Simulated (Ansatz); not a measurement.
# SiC: what the fields show

The calculation's input:

```
crystal:
  lattice:
    - [0.0081680437, 2.178144982, 2.178144982]
    - [2.1863130257, 0.0, 2.1863130257]
    - [2.178144982, 2.178144982, 0.0081680437]
  atoms:
    - { symbol: Si, position: [0.0, 0.0, 0.0] }
    - { symbol: C, position: [0.75, 0.75, 0.75] }
basis:
  ecutwfc: 500
kpoints:
  mp_grid: { grid: [10, 10, 10] }
hamiltonian:
  xc: r2scan
scf:
  occupations: { method: gaussian, width: 0.05 }
output:
  forces: true
  stress: true
  eigenvalues: true
  write_density: true
  write_potential: true
  elf: true
  volumetric_format: npy
```

Run with:

```sh
ansatz run input.yaml --threads 1 --pin off --max-ram 2560MiB --backend cpu --events-out ev --progress --plain --runs-dir out
```

Below, planes, directions and counts refer to the conventional cell (a = 3.07 Å, b = 3.09 Å, c = 4.36 Å, α = 90.00°, β = 90.00°, γ = 90.00°).

Space group Imm2; changed on purpose from its base cell (strain +0.0075 x Voigt [0, 0, 0, 0, 1, 0], atoms carried along).

Method: DFT r2SCAN, scalar-relativistic, plane waves, PAW (Ansatz 0.2.0).

Core electrons are frozen (PAW), and the valence fields are smoothed inside the atomic spheres.

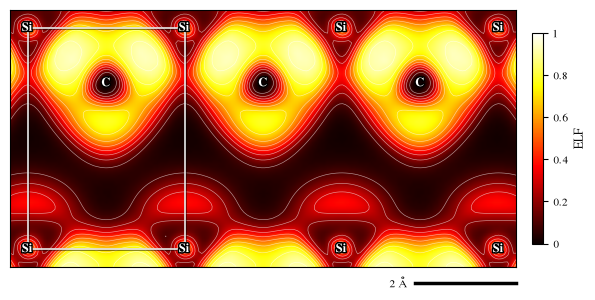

Figure 1. Electron localisation function on the (100) plane of the conventional cell.

Interpret the plot.

Answer.
- The section cuts through Si and C sites.
- Si–C (1.89 Å): the ELF peaks at about 0.95 between the atoms, as expected for localised, covalent bonding.

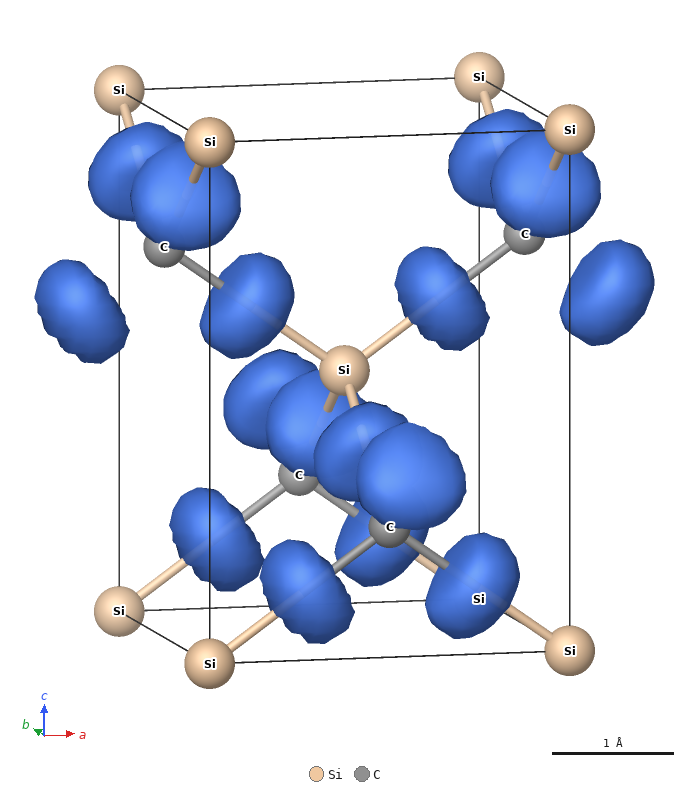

Figure 2. Isosurface of the electron localisation function at 0.85 (blue), seen slightly off an axis. Core shells and regions of very low density are left out. Sticks mark near contacts.

Where are the electrons localised?

Answer. The ELF exceeds this value in eight regions between bonded C–Si atoms (shared pairs), counted in one cell of 4 atoms. Any copies at cell faces, edges or corners count once. Profiles from the grid: Si–C (1.88 Å): the ELF peaks at about 0.95 between the atoms: a shared electron pair.

Metal or insulator at this level of theory?

Answer. It is gapped, with a Kohn–Sham gap of 1.7 eV on the k-point mesh, an upper bound to the gap of this method.
